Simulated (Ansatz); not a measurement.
# HfO$_{2}$: a failed or faulty run and its cure

System: HfO$_{2}$ (R3m, 3 atoms in the cell).
Method of the first run: DFT, LDA, all-electron LAPW (Ansatz 0.2.0).

The structure derives from an entry of the Crystallography Open Database. Text and figures count atoms from 1; the logs count them from 0 in places.

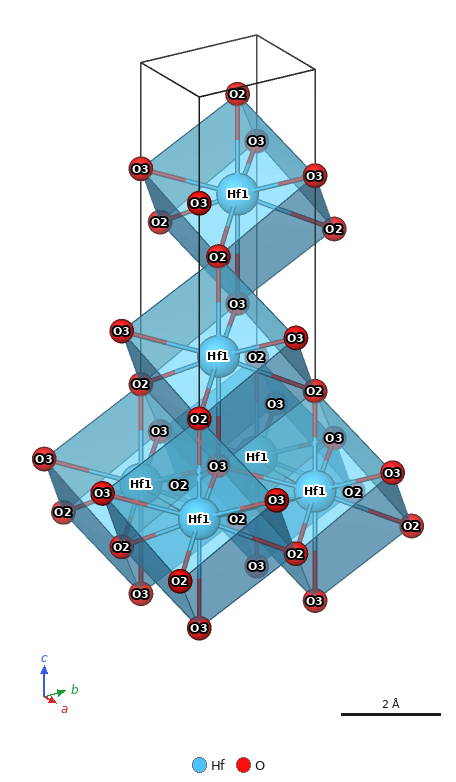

Figure 1. The structure as given in the input (polyhedral view of the cell 3 times as large as that of the calculation, set on its symmetry axes, seen slightly off an axis; polyhedra are completed across the faces of the cell; atoms are numbered from 1 in the order of the input).

The input, the first run:
```yaml
crystal:
  lattice:
    - [0.0, 2.5575, 2.5575]
    - [2.5575, 0.0, 2.5575]
    - [2.5575, 2.5575, 0.0]
  atoms:
    - { symbol: Hf, position: [-0.0225, 0.0075, 0.0075] }
    - { symbol: O, position: [0.2725, 0.2425, 0.2425] }
    - { symbol: O, position: [0.75, 0.75, 0.75] }
kpoints:
  mp_grid: { grid: [8, 8, 8] }
scf:
  occupations: { method: fermi_dirac, width: 0.3 }
  n_extra_bands: 0
  max_iter: 80
hamiltonian:
  xc: lda
  pseudopotentials: { kind: all_electron, lapw: { basis_error: 0.001 } }
output:
  forces: true
  stress: true
  eigenvalues: true
  populations: true
```

Command:
```bash
ansatz run input.yaml --threads 1 --pin off --max-ram 3072MiB --backend cpu --events-out ev --progress --plain --runs-dir out
```

Hardware: 1 thread of Arm Neoverse V1, 24 GiB of memory available, shared host.

Output (the first run):
```
Error: inconsistent input (scf.n_extra_bands, scf.occupations.method): n_bands = 30 leaves no empty band above the 30 bands per channel that the deck's 60 electrons occupy, and the occupations search for the Fermi level (a smearing at a finite width, or tetrahedra): a level found among occupied bands alone can fill a metal as an insulator; raise scf.n_extra_bands until at least 31 bands are solved (omitted, it auto-derives to 38) (see scf.n_extra_bands in the input reference)
```

**Diagnose this run and give a change of the input that cures it.**

The input was spoiled on purpose: too few bands (`scf.n_extra_bands` and `scf.occupations`). Smearing needs empty bands above the Fermi level. The program refused the input: “inconsistent input (scf.n_extra_bands, scf.occupations.method): n_bands = 30 leaves no empty band above the 30 bands per channel that the deck's 60 electrons occupy, and the occupations search for the Fermi level (a smearing at a finite width, or tetrahedra): a level found among occupied bands alone can fill a metal as an insulator …”

A run of the same system that converges differs from this input as follows (lines with − go, lines with + come):
```diff
-  occupations: { method: fermi_dirac, width: 0.3 }
-  n_extra_bands: 0
-  max_iter: 80
+  occupations: { method: fermi_dirac, width: 0.03 }
```

Output, shortened to warnings, some set-up lines, iterations and results (the second run):
```
Basis set: ecut = 427.116851979388 eV, 645 PW (Γ), exchange–correlation at level 2
Symmetry: 6 space group operations
k-points: 65 of 512 (time reversal used)
Initial density: superposition of atomic densities (chi_scale 0.1, normalization cell, long waves kept (reshape's long-wave potential 0.00 eV rms))
[...]
SCF iter   1: F=—  HF=-414088.036561 eV  |F-HF|=—  |Δ(HF+E_count)|=         —  Δρ=1.48e-1  dr2=8.53e0  ethr=1.42e-2  ⟨swp⟩=2.0  Hψ=14450  notcnv=0
SCF iter   2: F=—  HF=-414085.479293 eV  |F-HF|=—  |Δ(HF+E_count)|=    2.56e0  Δρ=7.68e-2  dr2=1.82e0  ethr=1.42e-2  ⟨swp⟩=3.0  Hψ=7142  notcnv=0
SCF iter   3: F=—  HF=-414083.948541 eV  |F-HF|=—  |Δ(HF+E_count)|=    1.53e0  Δρ=2.46e-2  dr2=2.43e-1  ethr=3.03e-3  ⟨swp⟩=3.0  Hψ=7656  notcnv=0
SCF iter   4: F=—  HF=-414083.900707 eV  |F-HF|=—  |Δ(HF+E_count)|=         —  Δρ=4.49e-3  dr2=7.62e-3  ethr=1.27e-5  ⟨swp⟩=2.0  Hψ=12167  notcnv=0
SCF iter   5: F=—  HF=-414083.878348 eV  |F-HF|=—  |Δ(HF+E_count)|=   2.24e-2  Δρ=5.51e-3  dr2=1.32e-2  ethr=1.27e-5  ⟨swp⟩=2.0  Hψ=7126  notcnv=0
SCF iter   6: F=—  HF=-414083.873705 eV  |F-HF|=—  |Δ(HF+E_count)|=   4.64e-3  Δρ=2.37e-3  dr2=2.41e-3  ethr=1.27e-5  ⟨swp⟩=2.0  Hψ=7150  notcnv=0
SCF iter   7: F=—  HF=-414083.872559 eV  |F-HF|=—  |Δ(HF+E_count)|=   1.15e-3  Δρ=4.35e-4  dr2=7.96e-5  ethr=4.02e-6  ⟨swp⟩=2.0  Hψ=7130  notcnv=0
SCF iter   8: F=—  HF=-414083.872529 eV  |F-HF|=—  |Δ(HF+E_count)|=   2.98e-5  Δρ=2.20e-4  dr2=1.59e-5  ethr=1.33e-7  ⟨swp⟩=2.9  Hψ=7000  notcnv=0
SCF iter   9: F=—  HF=-414083.872521 eV  |F-HF|=—  |Δ(HF+E_count)|=   7.78e-6  Δρ=5.43e-5  dr2=1.12e-6  ethr=2.65e-8  ⟨swp⟩=2.0  Hψ=6894  notcnv=0
SCF iter  10: F=-414083.872521 eV  HF=-414083.872521 eV  |F-HF|=3.95e-8  |Δ(HF+E_count)|=   1.89e-7  Δρ=1.09e-5  dr2=4.79e-8  ethr=1.86e-9  ⟨swp⟩=2.0  Hψ=6894  notcnv=0
SCF 1 converged in 10 iterations: F = -414083.872521 eV  dr2 = 4.79e-8
SCF converged after 10 iterations
Free energy (F): -414083.872521 eV
Harris-Foulkes:  -414083.872521 eV  (|F-HF|=3.95e-8)
Internal energy: -414083.872521 eV  (E = F + TS)
E sigma→0 (E₀):  -414083.872521 eV
Fermi energy:    17.142138 eV
--- Per-component energies (eV) ---
  E_band       = -6875.238782
  E_kinetic    = 460141.579151
  E_xc         = -8610.426760
  E_electrostatic = -865615.024913  (all electrons and nuclei)
  E_smearing   = -0.000000  (= −TS)
  E_closure    = 0.000000  (closes the sum)
  E_atoms      = -414053.704945  (free atoms, spherical and without spin; not in F)
  Σ components = -414083.872521   (vs F -414083.872521, Δ=0.00e0)
  Basis errors (estimates in eV, not in F): energy 4.2e-4 per atom: plane waves 3.8e-4 (2.2e-4 summed), levels above the bands 8.9e-144, relativity 1.2e-8, radial functions 3.7e-5, core shells 1.1e-10; eigenvalues (radial functions only) 1.0e-5; not estimated: angular momenta, meshes, grids; target …
--- Forces (eV/Å), atoms counted from 1 ---
  atom   1  Hf    -0.29919416     0.29919416     0.29919416
  atom   2  O      0.56325288    -0.56325288    -0.56325288
  atom   3  O     -0.26407150     0.26407150     0.26407150
  max |Σ_I F_I| component: 1.28e-5 eV/Å
--- Stress (GPa, compression-positive) ---
      -15.101237      -1.581200      -1.581200
       -1.581200     -15.101237       1.581200
       -1.581200       1.581200     -15.101237
  P = ⅓ Tr σ = -15.1012 GPa (-151.012 kbar)
--- Löwdin populations: 3 sites ---
  site symbol       q [e]
     0     Hf     70.5889
     1      O      8.6543
     2      O      8.6596
  spilling = 0.001105 (of n_electrons = 88.000000)
```

The two runs side by side:

| quantity | the first run | the second run |
| --- | --- | --- |
| outcome | refused | converged |
| free energy per atom (eV) | – | −138027.9575 |
| gap on the mesh (eV) | – | 3.54 |
| pressure (GPa) | – | −15.10 |
| volume per atom (Å³) | – | 11.15 |
| largest force (eV/Å) | – | 0.976 |
| SCF iterations | – | 10 |
| irreducible k-points | – | 65 |
| plane waves at Γ | – | 645 |

Notes on the second run: Spin–orbit coupling is left out, which matters for Hf. The cell is under a tension of 15.1 GPa at this level, so it is not at its equilibrium volume.
